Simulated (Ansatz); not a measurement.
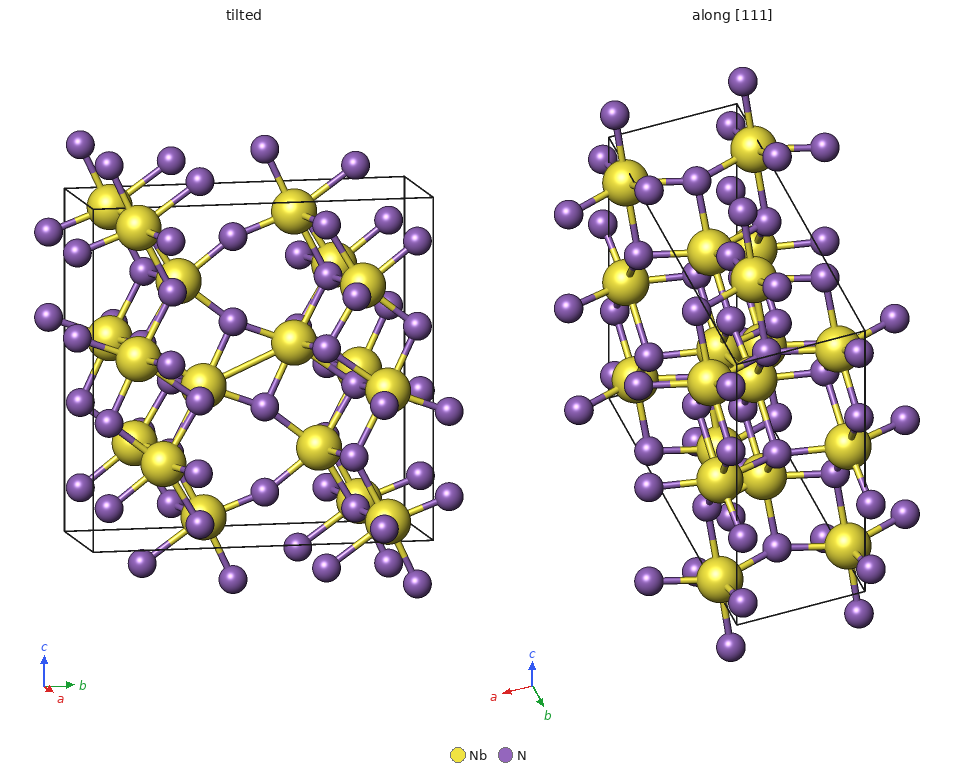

The crystal in a ball-and-stick representation, seen slightly off an axis and along [111]. The conventional unit cell is outlined; an atom on or near a face, edge or corner is repeated at each equivalent position. Some neighbours outside the box are added.

Write a short crystallographic description.

- Formula: Nb₃N₅.
- The structure has Cmcm (No. 63) symmetry and a base-centred orthorhombic lattice.
- Cell content 12 Nb, 20 N; Z = 4.
- With all contacts inside bonding distance counted, the coordination numbers are Nb 6 to 7 (mean 6.7) and N 3 to 4 (mean 3.6). Not all metal-metal contacts are counted.

It goes back to a structure listed in the Materials Project. It was relaxed at fixed volume with DFT PBEsol, scalar-relativistic, plane waves, PAW in Ansatz 0.2.0.

At this level of theory the run's own cell isn't at rest (compressed, at 39 GPa), so its distances can differ from those at equilibrium, the more so the softer the solid.
